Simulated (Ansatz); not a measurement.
## Electronic structure of AlNi5 in real space

Input file:

```
crystal:
  lattice:
    - [1.7858012605, -5.3055494633, 0.0]
    - [1.7858012605, 5.3055494633, 0.0]
    - [0.0, 0.0, 3.5368311476]
  atoms:
    - { symbol: Al, position: [0.5, 0.5, 0.5] }
    - { symbol: Ni, position: [0.0, 0.0, 0.0], spin: 0.3 }
    - { symbol: Ni, position: [0.6690710056, 0.3309289944, 0.0], spin: 0.34 }
    - { symbol: Ni, position: [0.8328550523, 0.1671449477, 0.5], spin: 0.35 }
    - { symbol: Ni, position: [0.1671449477, 0.8328550523, 0.5], spin: 0.35 }
    - { symbol: Ni, position: [0.3309289944, 0.6690710056, 0.0], spin: 0.34 }
basis:
  ecutwfc: 420
kpoints:
  mp_grid: { grid: [12, 12, 10] }
  band_path:
    path:
      - [[0.0, 0.0, 0.0], [-0.5, 0.5, 0.0], [-0.27832341, 0.72167659, 0.0]]
      - [[0.27832341, 0.27832341, 0.0], [0.0, 0.0, 0.0], [0.0, 0.0, 0.5], [0.27832341, 0.27832341, 0.5]]
      - [[-0.27832341, 0.72167659, 0.5], [-0.5, 0.5, 0.5], [-0.5, 0.5, 0.0]]
      - [[0.0, 0.0, 0.0], [0.0, 0.5, 0.0], [0.0, 0.5, 0.5], [0.0, 0.0, 0.5], [-0.5, 0.5, 0.5]]
    npoints: 14
hamiltonian:
  xc: pbesol
scf:
  occupations: { method: gaussian, width: 0.1 }
  n_extra_bands: 15
output:
  forces: true
  stress: true
  eigenvalues: true
  populations: true
  dos: { projected: true, de: 0.02, nscf_kmesh: { grid: [15, 15, 12] } }
  bader: true
  write_density: true
  write_potential: true
  elf: true
  volumetric_format: npy
magnetization:
  spin_polarized: true
```

Run with:

```sh
ansatz run input.yaml --threads 4 --pin off --max-ram 8192MiB --backend cpu --events-out ev --progress --plain --runs-dir out
```

Below, planes, directions and counts refer to the conventional cell (a = 3.57 Å, b = 10.61 Å, c = 3.54 Å, α = 90.00°, β = 90.00°, γ = 90.00°).

Space group Cmmm; a structure generated by program, which may or may not match a known phase; computed pressure about −8 GPa in this cell; spin-polarised.

These are results of Ansatz, DFT PBEsol, scalar-relativistic, plane waves, PAW, not measurements.

The density is the valence pseudo-density of a PAW calculation; it isn't the true density close to the nuclei.

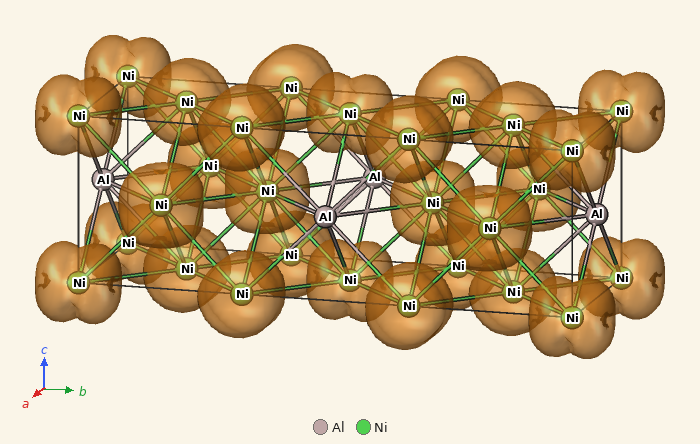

Figure 1. Isosurface of the spin density (up minus down) at +0.006 e/Å³ (orange), seen slightly off an axis. Sticks mark near contacts.

### Where is the spin, and how is it ordered?

The spin density sits on Ni: +0.3 μB (×4) in one cell of 12 atoms, with smaller moments on other sites: Ni (up to +0.30 μB): parallel main moments (a ferromagnetic arrangement) in this solution. The cell of the calculation (6 atoms) carries 1.3 μB of net spin moment.

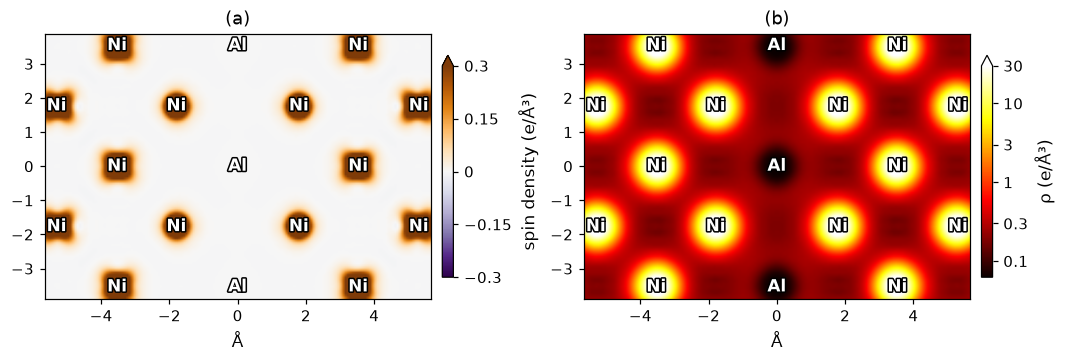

Figure 2. (a) spin density; (b) valence electron density on the (100) plane of the conventional cell.

### Interpret the plot.

- The plane passes through Al and Ni nuclei.
- Al–Ni (2.52 Å): the density is about 0.29 e/Å³ at the midpoint.
- Between the atoms the lowest density in this plane is 0.16 e/Å³.

### Does the calculation give a band gap?

It is metallic or semimetallic at this level of theory: no gap opens.

### Which way does charge flow, and how much by Bader's partition?

Electrons move from Al towards Ni. Bader charges: Al +1.87 and Ni −0.60 to −0.32 e.
